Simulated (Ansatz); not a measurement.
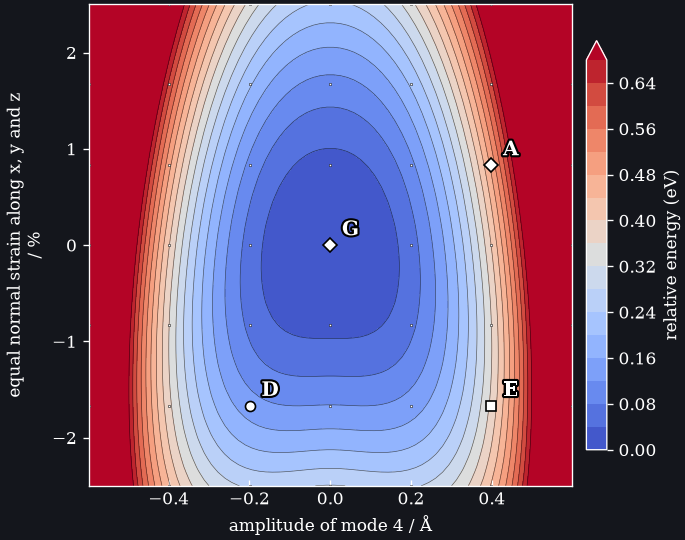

SnO2 (P4_2/mnm, No. 136; 6 atoms in the cell). The energy is mapped over a normal mode and a strain (zone-centre modes of the 6-atom cell of this scan) (x along [1 0 0], y along [0 1 0], z along [0 0 1] of the conventional cell). First axis: amplitude of mode 4 (103 cm⁻¹), largest displacement in the unstrained cell. Second axis: equal normal strain along x, y and z. Nothing is relaxed (the pattern is fixed in fractional coordinates). The scan uses a 7 × 7 grid; 28 points were computed and 21 follow by symmetry. Points are written as (first, second). Energies: eV per cell, counted from the lowest grid point. Computed with DFT PBEsol, scalar-relativistic, plane waves, PAW (Ansatz). Settings: cutoff 520 eV, k-mesh 6×6×8 in the order of the run's cell vectors, gaussian smearing 0.05 eV, no spin polarisation.

The picture shows filled contours, dots at the grid points, one colour for all values above the top of the scale, lettered points. Between grid points the surface is interpolated.

### Rank the lettered points by energy, lowest first.

G (0.00 eV), D (0.14 eV), E (0.37 eV), A (0.49 eV).

PAW datasets: the set soft_1.
